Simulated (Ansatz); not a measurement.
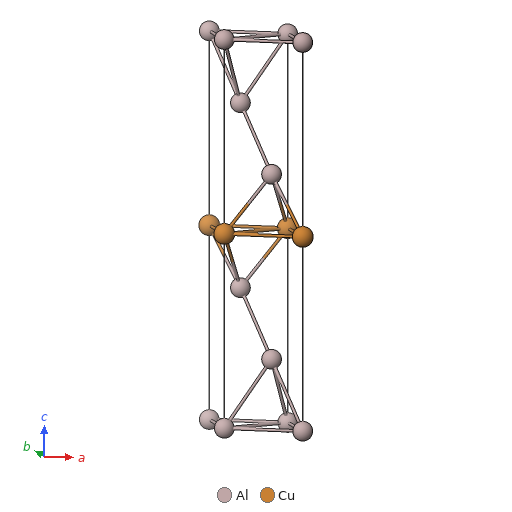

System: Al₅Cu, space group P-3m1 (No. 164) (cell built by us, not taken from a database). The picture shows the cell.

Input of the run:
```
crystal:
  lattice:
    - [2.8461422726, -2.89e-08, 0.0]
    - [-1.4230711113, 2.4648315253, 0.0]
    - [0.0, 0.0, 13.3654787207]
  atoms:
    - { symbol: Al, position: [0.0, 0.0, 0.0] }
    - { symbol: Al, position: [0.3333333333, 0.6666666667, 0.8249519351] }
    - { symbol: Al, position: [0.6666666667, 0.3333333333, 0.6507888352] }
    - { symbol: Al, position: [0.3333333333, 0.6666666667, 0.3492111648] }
    - { symbol: Al, position: [0.6666666667, 0.3333333333, 0.1750480649] }
    - { symbol: Cu, position: [0.0, 0.0, 0.5] }
basis:
  ecutwfc: 420
kpoints:
  mp_grid: { grid: [18, 18, 4] }
hamiltonian:
  xc: pbe
scf:
  occupations: { method: fermi_dirac, width: 0.15 }
output:
  eigenvalues: true
phonons:
  method: dfpt
  eigenvectors: true
  qmesh: [3, 3, 1]
  temperatures: { t_max: 1000, t_step: 100 }
  qpath:
    path:
      - [[0.0, 0.0, 0.0], [0.5, 0.0, 0.0], [0.33333333, 0.33333333, 0.0], [0.0, 0.0, 0.0], [0.0, 0.0, 0.5], [0.5, 0.0, 0.5], [0.33333333, 0.33333333, 0.5], [0.0, 0.0, 0.5]]
      - [[0.5, 0.0, 0.5], [0.5, 0.0, 0.0]]
      - [[0.33333333, 0.33333333, 0.5], [0.33333333, 0.33333333, 0.0]]
    npoints: 8
```

Launched with:
```bash
ansatz run input.yaml --threads 4 --pin off --max-ram 8192MiB --backend cpu --events-out ev --progress --plain --runs-dir out
```

Method: harmonic phonon frequencies at the irreducible points of a q mesh with atoms at rest in the given cell, q in fractions of the reciprocal cell vectors, no long-range term at q = 0, imaginary frequencies are negative, the first points where there are many; plane waves with PAW datasets (Ansatz 0.2.0). Level: PBE, no spin polarisation.

| setting | value |
| --- | --- |
| wave cutoff | 420 eV |
| k mesh | 18×18×4 |
| occupations | Fermi–Dirac |
| smearing width | 0.15 eV |
| pressure | 0 GPa |
| phonon method | linear response |
| q mesh | 3×3×1 |

Describe the result: the phonon frequencies at several wave vectors (in fractions of the reciprocal vectors of the given cell).

No frequency is imaginary, so the structure is stable to these displacements at the wave vectors computed. The highest mode among the wave vectors computed lies at 315.2 cm⁻¹, at (0 0 0).

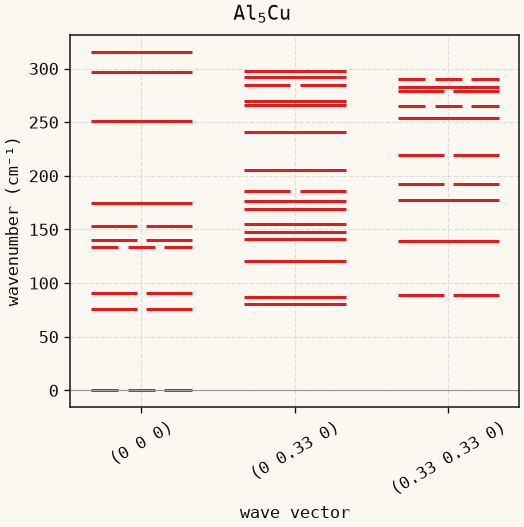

Imaginary frequencies are drawn as negative.

Keep in mind: metal sensitive to the k mesh.
